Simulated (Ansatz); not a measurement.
# Calculations on TiAl3

## 1. Relaxation

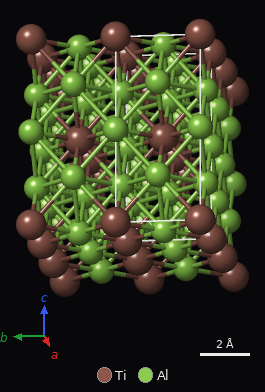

Solid TiAl3 (set up in I4/mmm), before the relaxation. A ball-and-stick model of the conventional cell (2 times the calculation's cell), repeated 3 × 2 × 1 with one cell outlined, seen from a free direction. Lengths and directions refer to the drawn axes.

Case: relaxed at 50 GPa.

Computed with DFT PBE, scalar-relativistic, plane waves, PAW (Ansatz).

The input:
```yaml
crystal:
  lattice:
    - [-1.7719359738, 1.7719359738, 3.9585205704]
    - [1.7719359738, -1.7719359738, 3.9585205704]
    - [1.7719359738, 1.7719359738, -3.9585205704]
  atoms:
    - { symbol: Ti, position: [0.0, 0.0, 0.0] }
    - { symbol: Al, position: [0.5, 0.5, 0.0] }
    - { symbol: Al, position: [0.75, 0.25, 0.5] }
    - { symbol: Al, position: [0.25, 0.75, 0.5] }
basis:
  ecutwfc: 420
kpoints:
  mp_grid: { grid: [16, 16, 16] }
hamiltonian:
  xc: pbe
scf:
  occupations: { method: gaussian, width: 0.1 }
output:
  forces: true
  stress: true
  eigenvalues: true
relax:
  adjacent_minimum: "off"
  f_tol: 0.008
  max_steps: 50
  cell: { stress_tol: 0.08, p_target: 50.0 }
```

Launched with:
```bash
ansatz run input.yaml --threads 1 --pin off --max-ram 2560MiB --backend cpu --events-out ev --progress --plain --runs-dir out
```

Q: Predict the outcome.

A: Over 3 accepted moves (4 points after the start) the energy rises by 90.5 meV per atom. With the target pressure of 50 GPa, the enthalpy E + pV changes by −6.8 meV per atom. All forces vanish by symmetry, so only the cell relaxes. Pressure: 43.15 GPa at the start and 49.98 GPa at the end. At 1 point the geometry stayed and the basis and grid were re-selected for the new cell (energy shift of 0.1 meV per atom at most each time). No atom moves by more than 0.005 Å relative to the cell. Cell: a = b 3.544 → 3.515 Å (−0.8 %), c 7.917 → 7.845 Å (−0.9 %). Volume −2.5 %. Among the contacts that change: Al2–Al3 2.657 → 2.634 Å, Ti1–Al3 2.657 → 2.634 Å, Ti1–Al2 2.506 → 2.486 Å, Al3–Al4 2.506 → 2.486 Å. The space group stays I4/mmm (No. 139).

History of the run:

```
step  E − E(0), meV/atom  pressure, GPa  volume, Å³/atom                      note
   0                0.00          43.15           12.429                          
   1              110.91          51.50           12.053                          
   2               89.64          49.94           12.119                          
   3               90.37          49.99           12.117                          
   4               90.49          49.98           12.117  same geometry, new basis
```

The end point in the same view:

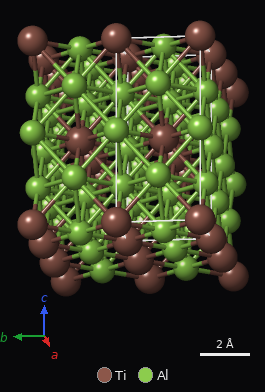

## 2. Relaxation

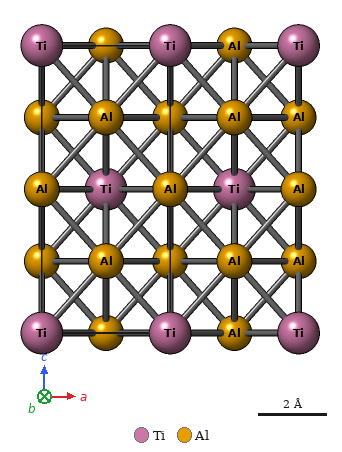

This is the input geometry for a relaxation of a crystal of TiAl₃ (set up in I4/mmm). A ball-and-stick model of the conventional cell (2 times the calculation's cell), repeated 2 × 1 × 1 with one cell outlined, seen along the b axis. Lengths and directions refer to the drawn axes.

Theory: DFT PBE, scalar-relativistic, plane waves, PAW (Ansatz).

The input:
```yaml
crystal:
  lattice:
    - [-1.9111067713, 1.9111067713, 4.2806687947]
    - [1.9111067713, -1.9111067713, 4.2806687947]
    - [1.9111067713, 1.9111067713, -4.2806687947]
  atoms:
    - { symbol: Ti, position: [0.0, 0.0, 0.0] }
    - { symbol: Al, position: [0.5, 0.5, 0.0] }
    - { symbol: Al, position: [0.75, 0.25, 0.5] }
    - { symbol: Al, position: [0.25, 0.75, 0.5] }
basis:
  ecutwfc: 420
kpoints:
  mp_grid: { grid: [16, 16, 16] }
hamiltonian:
  xc: pbe
scf:
  occupations: { method: gaussian, width: 0.1 }
output:
  forces: true
  stress: true
  eigenvalues: true
  write_density: true
  write_potential: true
  elf: true
  volumetric_format: npy
relax:
  adjacent_minimum: "off"
  f_tol: 0.005
  max_steps: 80
  cell: { stress_tol: 0.05 }
```

Run as
```bash
ansatz run input.yaml --threads 1 --pin off --max-ram 2560MiB --backend cpu --events-out ev --progress --plain --runs-dir out
```

Where does the relaxation end?

Answer. After 2 accepted moves (3 points after the start) the energy has fallen by 1.9 meV per atom. All forces vanish by symmetry, so only the cell relaxes. The pressure goes from 2.10 to −0.01 GPa. The SCF was repeated once at an unchanged geometry on a basis and grid sized afresh for the cell, which shifted the energy by 0.1 meV per atom at most. No atom moves by more than 0.005 Å relative to the cell. The volume changes by +1.9 %, with a = b 3.822 → 3.845 Å (+0.6 %), c 8.561 → 8.623 Å (+0.7 %). Among the contacts that change: Al2–Al3 2.869 → 2.889 Å, Ti1–Al3 2.869 → 2.889 Å, Al3–Al4 2.703 → 2.719 Å, Ti1–Al2 2.703 → 2.719 Å. The space group stays I4/mmm (No. 139).

Step by step:

| step | E − E(0), meV/atom | pressure, GPa | volume, Å³/atom | note |
| --- | --- | --- | --- | --- |
| 0 | 0.00 | 2.10 | 15.634 |  |
| 1 | -1.39 | -0.78 | 16.056 |  |
| 2 | -1.83 | -0.02 | 15.938 |  |
| 3 | -1.94 | -0.01 | 15.938 | same geometry, new basis |

## 3. A change

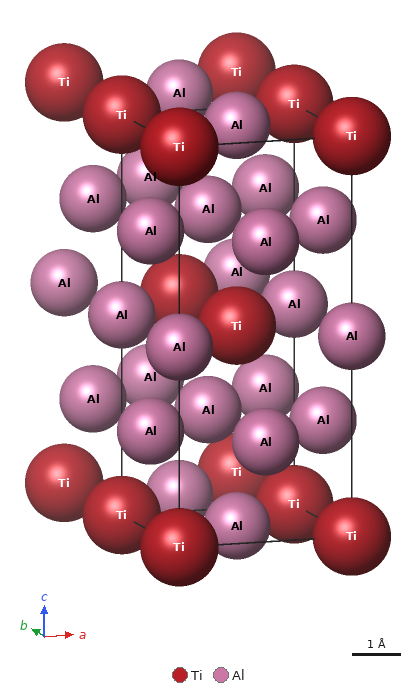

This is a crystal of TiAl$_{3}$ (set up in I4/mmm). A spheres-only model of the conventional cell (2 times the calculation's cell), repeated 1 × 2 × 1 with one cell outlined, seen slightly off an axis. Lengths and directions refer to the drawn axes.

Method: DFT PBE, scalar-relativistic, plane waves, PAW in Ansatz. (plane-wave cutoff 420 eV; k-point mesh 16 × 16 × 16; occupations gaussian; smearing width 0.1 eV; no spin polarisation)

The variant: The crystal is put under a hydrostatic pressure of 50 GPa. Cell and atoms are relaxed at that pressure.

**Predict the response.**

Cell: a = b 3.845 → 3.515 Å (−8.6 %), c 8.623 → 7.845 Å (−9.0 %). Volume −24.0 %. The atoms keep their places relative to the cell (all moves are under 0.005 Å). Some distances before and after: Al–Al 2.889 → 2.634 Å, Al–Ti 2.889 → 2.634 Å, Al–Ti 2.719 → 2.486 Å, Al–Al 2.719 → 2.486 Å. The space group stays I4/mmm (No. 139). Energy change: +475 meV per atom. The pressure goes from 0.0 to 50.0 GPa.

Drawn alike, the variant:

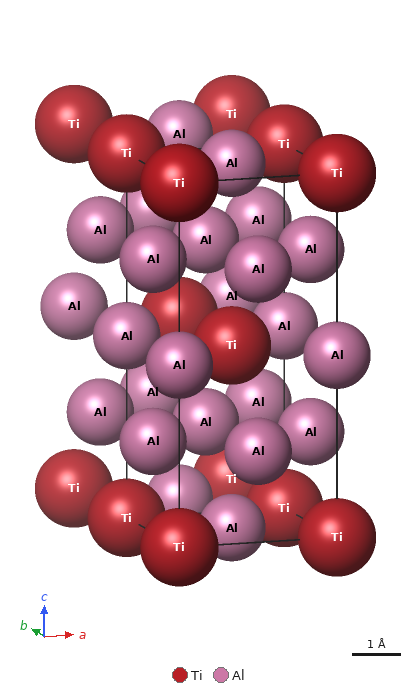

## 4. Series

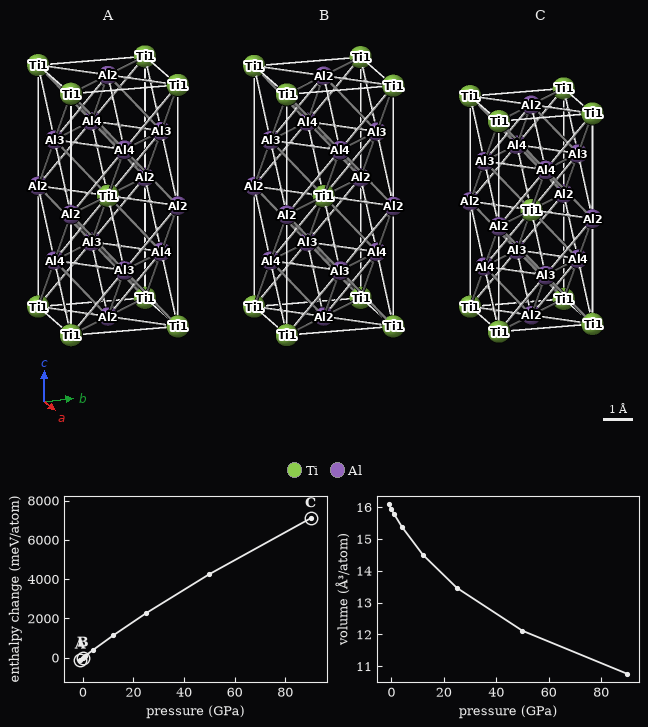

Members of a series of calculations on a crystal of TiAl₃ (set up in I4/mmm), marked on the first curve. The picture is a ball-and-stick view of the conventional cell (2 times the calculation's cell), seen slightly off an axis. Lengths and directions refer to the drawn axes.

The calculation used DFT PBE, scalar-relativistic, plane waves, PAW (Ansatz 0.2.0). Settings: plane-wave cutoff 420 eV; occupations gaussian; smearing width 0.1 eV; no spin polarisation. The k-mesh is chosen for each cell (16×16×16, 18×18×18).

**Describe the series.**

The structure is relaxed at several pressures. A (pressure −1.0 GPa): enthalpy change −99.9 meV/atom, volume 16.09 Å³ per atom. B (pressure 0.0 GPa): enthalpy change 0.0 meV/atom, volume 15.94 Å³ per atom. C (pressure 90.0 GPa): enthalpy change 7099 meV/atom, volume 10.76 Å³ per atom. The rest compares A with C. Cell: a = b 3.858 → 3.379 Å (−12.4 %), c 8.651 → 7.541 Å (−12.8 %). Volume −33.1 %. Among the bonded contacts that change: Al–Ti 2.898 → 2.532 Å, Al–Al 2.898 → 2.532 Å, Al–Ti 2.728 → 2.389 Å.
